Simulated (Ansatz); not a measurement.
**Geometry relaxation, with input and output: CdGeAs2 (part 2 of 2)**

Continued. System: CdGeAs2 (8 atoms in the cell). Method: DFT PBE, scalar-relativistic, plane waves, PAW, no spin polarisation (Ansatz 0.2.0); cutoff 420 eV, 8×8×8 k-mesh, Gaussian smearing of 0.01 eV. The structure derives from a Materials Project entry.

Output, continued:
```
  k-point 0: bands = ["-94.2402", "-94.2401", "-55.3172", "-55.3169", "-55.2892", "-55.2892", "-55.2891", "-55.2891", "-27.2696", "-27.2694", "-27.2694", "-27.2694", "-27.2688", "-27.2684", "-27.2678", "-27.2678", "-27.2050", "-27.2046", "-27.2045", "-27.2045", "-27.1756", "-27.1753", "-27.1748", "-27.1748", "-27.1611", "-27.1610", "-27.1610", "-27.1610", "-16.8127", "-16.8127", "-16.8127", "-16.8094", "-16.8065", "-16.8065", "-16.7927", "-16.7915", "-16.7900", "-16.7886", "-4.5648", "-2.5860", "-2.5860", "-2.5761", "-1.0186", "-0.3134", "-0.2836", "-0.2836", "-0.1885", "-0.1362", "-0.1335", "-0.1199", "0.0958", "0.0958", "0.1149", "1.4975", "4.0689", "4.2374", "4.2374", "4.5741", "5.0340", "5.9844", "5.9844", "7.5930", "7.8777", "7.8777", "8.0888", "9.4142", "9.7304", "10.8624", "10.8624", "11.3047", "11.7978", "12.3586", "12.8158", "12.8158", "13.8564", "13.8564", "14.0091"]
  k-point 1: bands = ["-94.2402", "-94.2401", "-55.3172", "-55.3169", "-55.2892", "-55.2892", "-55.2891", "-55.2891", "-27.2696", "-27.2695", "-27.2694", "-27.2694", "-27.2687", "-27.2684", "-27.2679", "-27.2679", "-27.2050", "-27.2046", "-27.2045", "-27.2045", "-27.1755", "-27.1753", "-27.1748", "-27.1748", "-27.1611", "-27.1611", "-27.1610", "-27.1610", "-16.8128", "-16.8127", "-16.8124", "-16.8094", "-16.8068", "-16.8067", "-16.7927", "-16.7915", "-16.7900", "-16.7886", "-4.4949", "-2.7295", "-2.6232", "-2.5815", "-0.8955", "-0.3317", "-0.2972", "-0.2841", "-0.1834", "-0.1638", "-0.1379", "-0.1239", "0.0385", "0.1181", "0.1586", "1.5699", "3.9743", "4.2687", "4.3093", "4.7846", "5.0015", "5.9880", "6.0762", "6.4998", "7.7461", "7.8215", "8.8156", "9.5967", "10.3328", "10.7644", "10.8190", "11.5982", "11.8856", "12.2139", "12.6445", "13.0516", "13.5125", "13.8258", "14.7173"]
  k-point 2: bands = ["-94.2402", "-94.2401", "-55.3171", "-55.3170", "-55.2892", "-55.2892", "-55.2891", "-55.2891", "-27.2696", "-27.2695", "-27.2694", "-27.2694", "-27.2686", "-27.2683", "-27.2680", "-27.2679", "-27.2049", "-27.2046", "-27.2046", "-27.2046", "-27.1754", "-27.1753", "-27.1749", "-27.1749", "-27.1612", "-27.1611", "-27.1609", "-27.1609", "-16.8128", "-16.8126", "-16.8117", "-16.8092", "-16.8074", "-16.8071", "-16.7925", "-16.7916", "-16.7898", "-16.7888", "-4.2998", "-3.0423", "-2.7006", "-2.6064", "-0.6261", "-0.3952", "-0.2986", "-0.2860", "-0.1954", "-0.1687", "-0.1459", "-0.1335", "-0.0310", "0.0870", "0.2892", "1.5584", "3.7349", "4.1967", "4.5808", "5.0469", "5.3277", "5.3958", "6.3215", "6.6417", "7.0522", "7.6708", "9.3104", "9.7048", "10.4526", "10.8481", "11.4731", "11.7453", "12.1135", "12.2980", "12.6472", "12.8834", "13.8584", "13.8670", "14.7549"]
  k-point 58: bands = ["-94.2402", "-94.2402", "-55.3171", "-55.3171", "-55.2892", "-55.2892", "-55.2891", "-55.2891", "-27.2697", "-27.2697", "-27.2694", "-27.2694", "-27.2683", "-27.2683", "-27.2679", "-27.2679", "-27.2048", "-27.2048", "-27.2045", "-27.2045", "-27.1755", "-27.1755", "-27.1748", "-27.1748", "-27.1611", "-27.1611", "-27.1610", "-27.1610", "-16.8132", "-16.8132", "-16.8110", "-16.8110", "-16.8061", "-16.8061", "-16.7924", "-16.7924", "-16.7890", "-16.7890", "-3.8446", "-3.8446", "-2.5922", "-2.5922", "-0.4592", "-0.4592", "-0.2326", "-0.2326", "-0.1777", "-0.1777", "-0.1216", "-0.1216", "-0.0232", "-0.0232", "0.8889", "0.8889", "4.4913", "4.4913", "4.7911", "4.7911", "5.7881", "5.7881", "6.2511", "6.2511", "7.0715", "7.0715", "9.3781", "9.3781", "9.6748", "9.6748", "10.6648", "10.6648", "10.9998", "10.9998", "13.7334", "13.7334", "14.0095", "14.0095", "15.0921"]
--- Relaxed structure (4 steps of the walk, 4 accepted, 1 SCFs on fresh bases) ---
  F+E_penalty+E_count = -44524.19665323 eV   max|allowed force component| = 2.192e-4 eV/Å   (the final SCF, on the basis selected at the relaxed cell)
  cell:  # Å, volume = 210.0553 Å³
    - [-3.024167908030438, 3.024167908030438, 5.741981482622101]
    - [3.024167908030438, -3.024167908030438, 5.741981482622101]
    - [3.024167908030438, 3.024167908030438, -5.741981482622101]
  atoms:
    - { symbol: Cd, position: [0.25, 0.7500000000000002, 0.5000000000000001] }
    - { symbol: Cd, position: [0.5000000000000001, 0.5000000000000001, 7.368277311705151e-20] }
    - { symbol: Ge, position: [3.740817712096451e-20, 3.6274595996087186e-20, 7.36827731170517e-20] }
    - { symbol: Ge, position: [0.7500000000000002, 0.25, 0.5000000000000001] }
    - { symbol: As, position: [0.875, 0.34825870478448273, 0.9732587047844826] }
    - { symbol: As, position: [0.6517412952155175, 0.6250000000000001, 0.5267412952155173] }
    - { symbol: As, position: [0.3750000000000001, 0.9017412952155173, 0.026741295215517213] }
    - { symbol: As, position: [0.09825870478448274, 0.125, 0.47325870478448273] }
```

Trajectory as extended XYZ (Å, eV, eV/Å), 5 frames, from step=1 to step=5:
```
8
Lattice="-2.9889 2.9889 5.6643 2.9889 -2.9889 5.6643 2.9889 2.9889 -5.6643" Properties=species:S:1:pos:R:3:forces:R:3 step=1 energy=-44524.14332 pressure_GPa=2.17
Cd    2.9889    0.0000    2.8321    0.0000   0.0000   0.0000
Cd    0.0000    0.0000    5.6643    0.0000   0.0000   0.0000
Ge    0.0000    0.0000    0.0000    0.0000   0.0000   0.0000
Ge    0.0000    2.9889    2.8321    0.0000   0.0000   0.0000
As    1.3224    4.4833    1.4161    0.1422   0.0000   0.0000
As    1.4944    1.6665    4.2482    0.0000  -0.1422   0.0000
As    1.6665   -1.4944    7.0804   -0.1422   0.0000   0.0000
As    1.4944    1.3224   -1.4161    0.0000   0.1422   0.0000
8
Lattice="-3.0280 3.0280 5.7394 3.0280 -3.0280 5.7394 3.0280 3.0280 -5.7394" Properties=species:S:1:pos:R:3:forces:R:3 step=2 energy=-44524.19275 pressure_GPa=-0.08
Cd    3.0280    0.0000    2.8697    0.0000   0.0000   0.0000
Cd    0.0000    0.0000    5.7394    0.0000   0.0000   0.0000
Ge    0.0000    0.0000    0.0000    0.0000   0.0000   0.0000
Ge    0.0000    3.0280    2.8697    0.0000   0.0000   0.0000
As    1.3407    4.5421    1.4349    0.0941   0.0000   0.0000
As    1.5140    1.6874    4.3046    0.0000  -0.0941   0.0000
As    1.6874   -1.5140    7.1743   -0.0941   0.0000   0.0000
As    1.5140    1.3407   -1.4349    0.0000   0.0941   0.0000
8
Lattice="-3.0262 3.0262 5.7343 3.0262 -3.0262 5.7343 3.0262 3.0262 -5.7343" Properties=species:S:1:pos:R:3:forces:R:3 step=3 energy=-44524.19504 pressure_GPa=-0.00
Cd    3.0262    0.0000    2.8672    0.0000   0.0000   0.0000
Cd    0.0000    0.0000    5.7343    0.0000   0.0000   0.0000
Ge    0.0000    0.0000    0.0000    0.0000   0.0000   0.0000
Ge    0.0000    3.0262    2.8672    0.0000   0.0000   0.0000
As    1.3515    4.5393    1.4336   -0.0047   0.0000   0.0000
As    1.5131    1.6747    4.3008    0.0000   0.0047   0.0000
As    1.6747   -1.5131    7.1679    0.0047   0.0000   0.0000
As    1.5131    1.3515   -1.4336    0.0000  -0.0047   0.0000
8
Lattice="-3.0242 3.0242 5.7420 3.0242 -3.0242 5.7420 3.0242 3.0242 -5.7420" Properties=species:S:1:pos:R:3:forces:R:3 step=4 energy=-44524.19514 pressure_GPa=0.00
Cd    3.0242    0.0000    2.8710    0.0000   0.0000   0.0000
Cd    0.0000    0.0000    5.7420    0.0000   0.0000   0.0000
Ge    0.0000    0.0000    0.0000    0.0000   0.0000   0.0000
Ge    0.0000    3.0242    2.8710    0.0000   0.0000   0.0000
As    1.3503    4.5363    1.4355    0.0003   0.0000   0.0000
As    1.5121    1.6738    4.3065    0.0000  -0.0003   0.0000
As    1.6738   -1.5121    7.1775   -0.0003   0.0000   0.0000
As    1.5121    1.3503   -1.4355    0.0000   0.0003   0.0000
8
Lattice="-3.0242 3.0242 5.7420 3.0242 -3.0242 5.7420 3.0242 3.0242 -5.7420" Properties=species:S:1:pos:R:3:forces:R:3 step=5 energy=-44524.19665 pressure_GPa=0.00
Cd    3.0242    0.0000    2.8710    0.0000   0.0000   0.0000
Cd    0.0000    0.0000    5.7420    0.0000   0.0000   0.0000
Ge    0.0000    0.0000    0.0000    0.0000   0.0000   0.0000
Ge    0.0000    3.0242    2.8710    0.0000   0.0000   0.0000
As    1.3503    4.5363    1.4355    0.0002   0.0000   0.0000
As    1.5121    1.6738    4.3065    0.0000  -0.0002   0.0000
As    1.6738   -1.5121    7.1775   -0.0002   0.0000   0.0000
As    1.5121    1.3503   -1.4355    0.0000   0.0002   0.0000
```

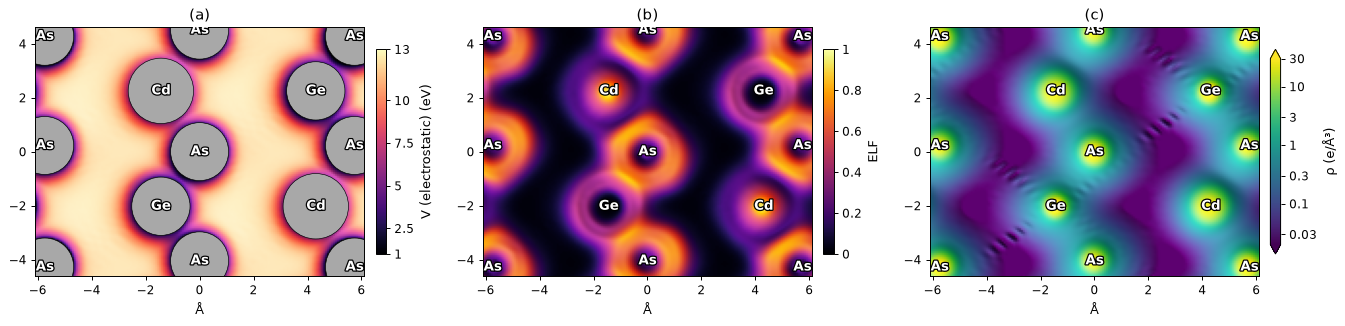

**Figure 1.** (a) electrostatic potential (local pseudopotential plus Hartree) felt by an electron; (b) ELF; (c) valence pseudo-density on the (110) plane of the conventional cell. Grey discs, where drawn, cover atomic cores. The plane passes through Cd, Ge and As nuclei. Cd–As (2.67 Å): ρ is about 0.36 e/Å³ halfway; the ELF peaks at about 0.75 in the valence shell of As, 1.0 Å from its nucleus, and drops to about 0.15 between the two atoms. Away from the nuclei the density in this plane falls to 0.007 e/Å³ at its lowest. The strong features right at Cd lie inside the PAW spheres (semicore, d or f shells) and say nothing about bonding. Outside the cores the potential energy rises away from the atoms and is highest about 2.5 Å from the nearest atoms; outside the discs it spans about 11 eV, and its zero is arbitrary. The fields are those of the smooth PAW valence density.

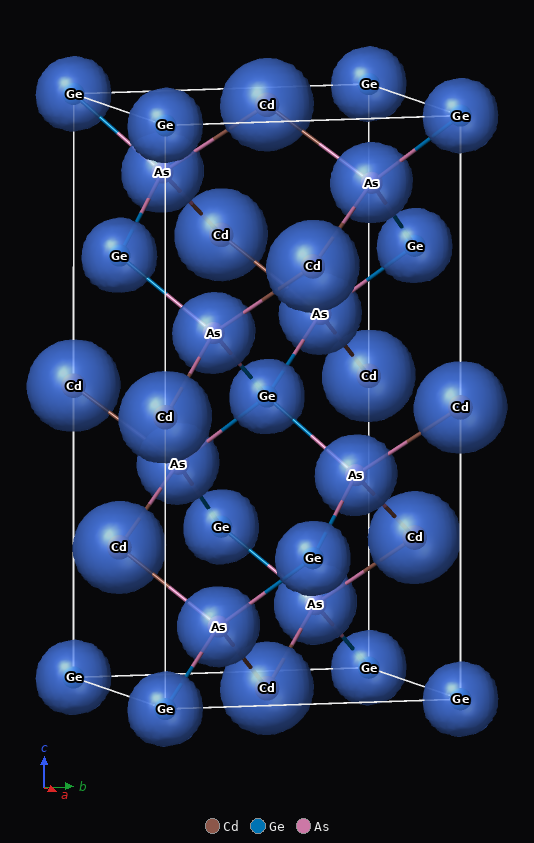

**Figure 2.** Isosurface of the valence charge density (pseudo) at 1 e/Å³ (blue), seen slightly off an axis. Sticks mark near contacts. The outline is the cell set on symmetry axes. At this value the density breaks into separate islands; it holds about 75 % of the electrons treated as valence (semicore included). It is pinched off along the Ge–As (2.48 Å) and Cd–As (2.67 Å) contacts. On the grid the lowest density along these lines, outside the cores, is 0.49 e/Å³ (Ge–As, 2.48 Å) and 0.36 e/Å³ (Cd–As, 2.67 Å).

The run was set up as follows.

Input:
```yaml
crystal:
  lattice:
    - [-2.9888745628, 2.9888745628, 5.6642966801]
    - [2.9888745628, -2.9888745628, 5.6642966801]
    - [2.9888745628, 2.9888745628, -5.6642966801]
  atoms:
    - { symbol: Cd, position: [0.25, 0.75, 0.5] }
    - { symbol: Cd, position: [0.5, 0.5, 0.0] }
    - { symbol: Ge, position: [0.0, 0.0, 0.0] }
    - { symbol: Ge, position: [0.75, 0.25, 0.5] }
    - { symbol: As, position: [0.875, 0.34621757, 0.97121757] }
    - { symbol: As, position: [0.65378243, 0.625, 0.52878243] }
    - { symbol: As, position: [0.375, 0.90378243, 0.02878243] }
    - { symbol: As, position: [0.09621757, 0.125, 0.47121757] }
basis:
  ecutwfc: 420
kpoints:
  mp_grid: { grid: [8, 8, 8] }
hamiltonian:
  xc: pbe
scf:
  occupations: { method: gaussian, width: 0.01 }
output:
  forces: true
  stress: true
  eigenvalues: true
  write_density: true
  write_potential: true
  elf: true
  volumetric_format: npy
relax:
  adjacent_minimum: "off"
  f_tol: 0.005
  max_steps: 80
  cell: { stress_tol: 0.05 }
```

Launched with:
```bash
ansatz run input.yaml --threads 8 --pin off --max-ram 22528MiB --backend cpu --events-out ev --progress --plain --runs-dir out
```

Summary:

| quantity | value |
| --- | --- |
| outcome | converged |
| space group (tolerance 0.01 Å) | I-42d (122) |
| electrons treated | 128 |
| free energy | −44524.1967 eV |
| Fermi energy | 8.029 eV |
| gap on the k-point mesh | 0.12 eV |
| pressure | 0.00 GPa |
| final volume | 210.06 Å³ |
| largest force (length of the vector) at the end | under 0.001 eV/Å |
| final cell | a = 7.160 Å, b = 7.160 Å, c = 7.160 Å, α = 130.03°, β = 130.03°, γ = 73.36° |
| hardware | 8 threads of Intel Xeon (Sapphire Rapids), 64 GiB of memory available, shared host |
| wall time | 45 s (CPU time 5.8 min) |
| peak memory | 1.5 GiB |
